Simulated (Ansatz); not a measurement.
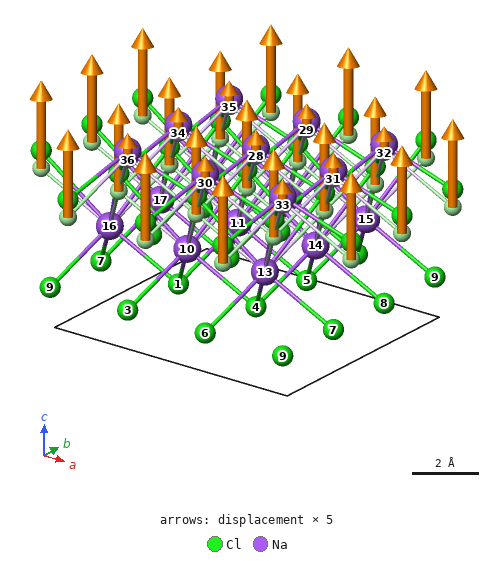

This is a constrained relaxation of a slab of composition NaCl (cut from the Fm-3m phase). The starting structure is drawn faded, the final one solid; orange arrows show the displacements, 5 times their true length.

The picture is a ball-and-stick view of the cell of the calculation, outlined in the plane, without the vacuum (origin shifted), seen slightly off an axis.

Case: clean slab, lower planes held. The slab is the (1 1 1) face of NaCl. 18 atoms are held fixed.

Level of theory: DFT PBE+D3(BJ), scalar-relativistic, plane waves, PAW in Ansatz 0.2.0. Settings: plane-wave cutoff 420 eV; k-point mesh 2 × 2 × 1; occupations gaussian; smearing width 0.05 eV; no spin polarisation; dipole correction; atoms relaxed in a fixed cell; force threshold 0.03 eV/Å; at most 70 steps.

**Which element moves most?**

Chlorine: up to 0.55 Å, against 0.14 Å for sodium.

**Describe the change and its energy.**

Over 4 geometry steps the energy falls by 2.028 eV per cell of the calculation. Largest force component: 1 eV/Å at the start, 0.0028 eV/Å at the end. The largest moves, 0.55 Å, are those of Cl atoms. By element the largest moves are Cl 0.55 Å, Na 0.14 Å. The cell stays as it was. Near-neighbour distances that change, for instance: Cl–Na 2.788 → 3.138 Å, Cl–Na 2.788 → 2.574 Å. Among the angles between lasting bonds that change: Na–Cl–Na 180.0° → 164.3°, Cl–Na–Cl 90.0° → 77.8°, Na–Cl–Na 90.0° → 77.8°.
